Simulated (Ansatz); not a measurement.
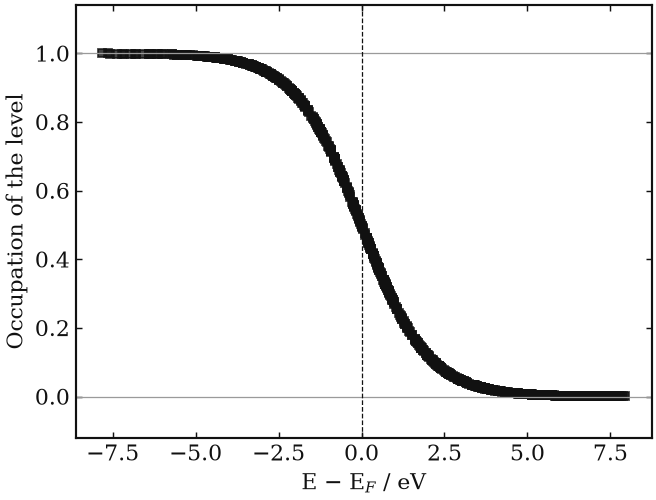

Occupations of the one-electron levels of the k mesh against their energy, from a run on Ta, space group Fm-3m (No. 225), 1 atom in the cell, with Ansatz.

Name the smearing function and its width.

Answer. Fermi-Dirac smearing with a width of 1 eV. The occupations stay between 0 and 1 and have long exponential tails; the slope at the Fermi level is 1/(4 × width).

Is that width safe?

Answer. It is wide: energies, forces and moments pick up smearing errors, and small gaps get partly filled, so it should be reduced or extrapolated to zero width.
